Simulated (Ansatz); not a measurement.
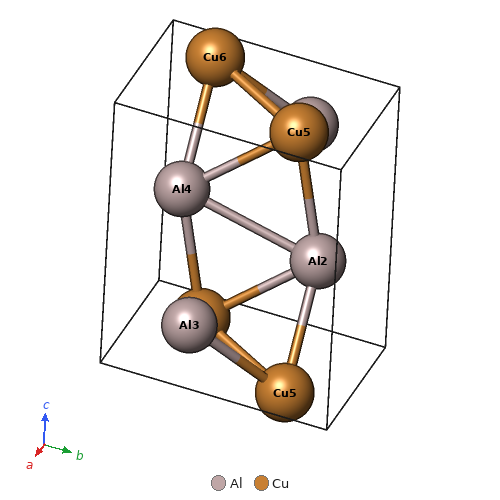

The system is Al2Cu (I4/mcm, No. 140; 6 atoms in the cell); the picture shows the reference structure. The energy is mapped over the lattice constants a and c of the conventional cell. The first coordinate is: lattice constant a (and b); the second: lattice constant c. Nothing is relaxed (fractional coordinates fixed). The grid has 11 × 11 points. All energies are given in meV/atom relative to the lowest grid point. All numbers below come from DFT PBE, scalar-relativistic, plane waves, PAW in Ansatz. Settings: cutoff 520 eV, k-mesh 10×10×10, gaussian smearing 0.15 eV, no spin polarisation.

Its coordinates:

```yaml
crystal:
  lattice:
    - [-3.02615, 3.02615, 2.44128]
    - [3.02615, -3.02615, 2.44128]
    - [3.02615, 3.02615, -2.44128]
  atoms:
    - { symbol: Al, position: [0.15872, 0.65872, 0.81744] }
    - { symbol: Al, position: [0.65872, 0.84128, 0.50000] }
    - { symbol: Al, position: [0.84128, 0.34128, 0.18256] }
    - { symbol: Al, position: [0.34128, 0.15872, 0.50000] }
    - { symbol: Cu, position: [0.75000, 0.75000, 0.00000] }
    - { symbol: Cu, position: [0.25000, 0.25000, 0.00000] }
```

Range: lattice constant a (and b) from 5.750 to 6.355 Å; lattice constant c from 4.638 to 5.127 Å.

Predict the map.

Answer. The lowest grid point is at lattice constant a (and b) = 6.052 Å, lattice constant c = 4.883 Å. No other kind of well shows on this grid. The highest grid point, lattice constant a (and b) = 5.750 Å, lattice constant c = 4.638 Å, lies 126 meV/atom above the lowest. Round the minimum the valley is somewhat tilted: raising lattice constant a (and b) shifts the best value of lattice constant c downwards (coupling k₁₂/√(k₁₁k₂₂) about 0.4).

| lattice constant c ↓, lattice constant a (and b) → | 5.750 | 5.810 | 5.871 | 5.931 | 5.992 | 6.052 | 6.113 | 6.173 | 6.234 | 6.294 | 6.355 |
| --- | --- | --- | --- | --- | --- | --- | --- | --- | --- | --- | --- |
| 5.127 | 52 | 35 | 24 | 17 | 16 | 18 | 25 | 36 | 50 | 68 | 88 |
| 5.078 | 52 | 34 | 21 | 13 | 10 | 12 | 18 | 28 | 42 | 58 | 78 |
| 5.029 | 54 | 34 | 19 | 10 | 6 | 7 | 12 | 21 | 34 | 50 | 69 |
| 4.980 | 57 | 35 | 19 | 8 | 3 | 3 | 7 | 16 | 27 | 42 | 61 |
| 4.931 | 61 | 37 | 20 | 8 | 2 | 1 | 4 | 11 | 22 | 37 | 54 |
| 4.883 | 66 | 41 | 22 | 10 | 2 | 0 | 2 | 8 | 19 | 32 | 49 |
| 4.834 | 73 | 47 | 27 | 13 | 4 | 1 | 2 | 7 | 17 | 30 | 46 |
| 4.785 | 83 | 55 | 33 | 18 | 8 | 4 | 4 | 8 | 17 | 29 | 44 |
| 4.736 | 95 | 65 | 42 | 25 | 14 | 9 | 7 | 11 | 19 | 30 | 45 |
| 4.687 | 109 | 78 | 53 | 35 | 23 | 16 | 14 | 16 | 23 | 33 | 47 |
| 4.638 | 126 | 93 | 67 | 47 | 34 | 25 | 22 | 24 | 29 | 39 | 52 |

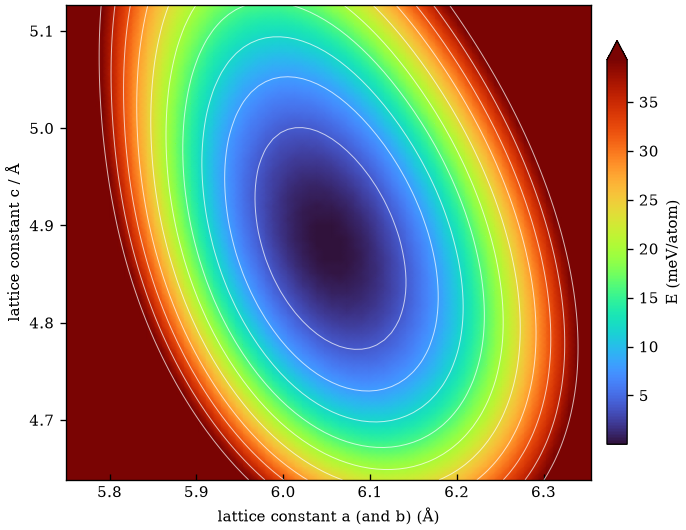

The picture shows a smooth colour map with a few white contour lines, one colour for all values above the top of the scale. Between grid points the surface is interpolated.

The whole map (121 points run) took 7.8 min on 4 threads of Intel(R) Xeon(R) 6975P-C (Granite Rapids), on a shared host.

PAW datasets: the set soft_1.
